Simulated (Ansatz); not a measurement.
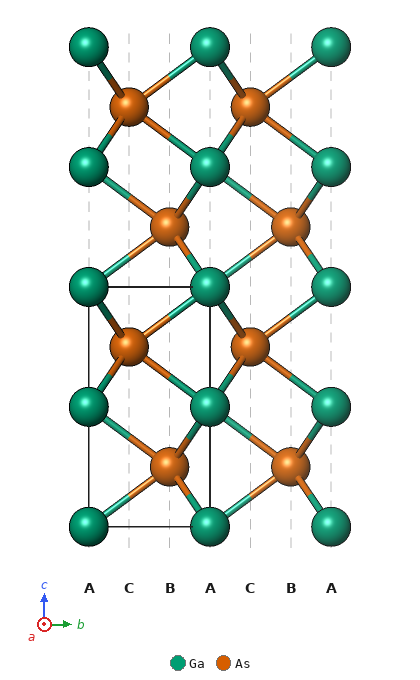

The picture looks along a close-packed row of the hexagonal mesh; c points upwards. The dashed lines mark the three columns A (0, 0), B (1/3, 2/3) and C (2/3, 1/3). The sequence starts with the first layer at or above the cell's origin.

GaAs. Coordinates: coordinates from a relaxation with Ansatz 0.2.0, DFT PBE, scalar-relativistic, plane waves, PAW; the starting structure was generated, so it need not be a known form of this composition.

Give the sequence of layers in one repeat, with element and column.

Ga(A) – As(B) – Ga(A) – As(C) (four layers in 6.45 Å).

How are the As layers alone stacked?

As layers alone: BC, the hexagonal close-packed type.

Which positions between or in the As layers do the other atoms fill?

Ga: two octahedral sites, counted in one hexagonal cell.
